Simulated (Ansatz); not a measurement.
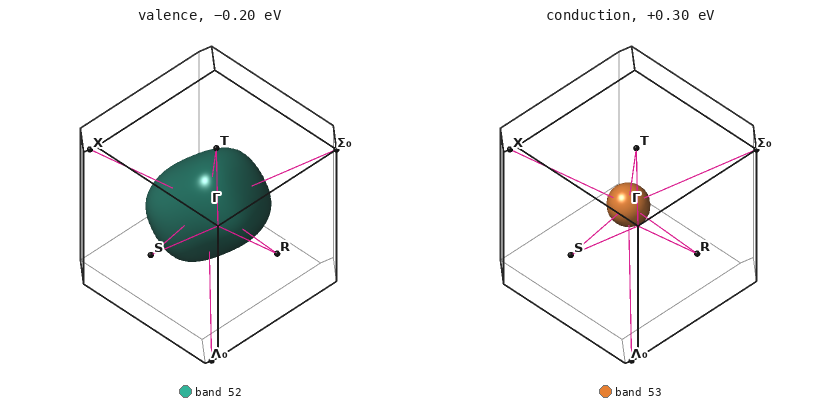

SnO$_{2}$ (Imma): constant-energy surfaces at both band edges (energies from each edge).

All numbers here come from Ansatz, DFT PBEsol, scalar-relativistic, plane waves, PAW; levels and slopes on a dense k mesh at the converged density. No spin polarisation. Mesh 16×16×16, interpolated with the band slopes. The geometry was not relaxed (residual pressure −7 GPa). The cell comes from a database of computed structures, not from a measurement.

Masses come from a second pass at points close to the extrema; at the energies drawn a band may no longer be parabolic.

What kind of gap has this crystal, and what size does the calculation give?

The gap is direct, 0.53 eV at this level of theory, which underestimates gaps and can reorder valleys that lie close.

Give the valleys and their effective masses.

Valence band (extrema up to 0.20 eV from the edge): one maximum at Γ, principal masses 1.29, 1.29 and 1.83 mₑ. Band 52 forms the valence edge.
Conduction band (extrema up to 0.30 eV from the edge): one minimum at Γ, principal masses 0.15, 0.16 and 0.16 mₑ. Band 53 forms the conduction edge.

Spin-orbit coupling, left out here, can change the gap, its kind, the place of the band edges and the masses, since the compound holds Sn.
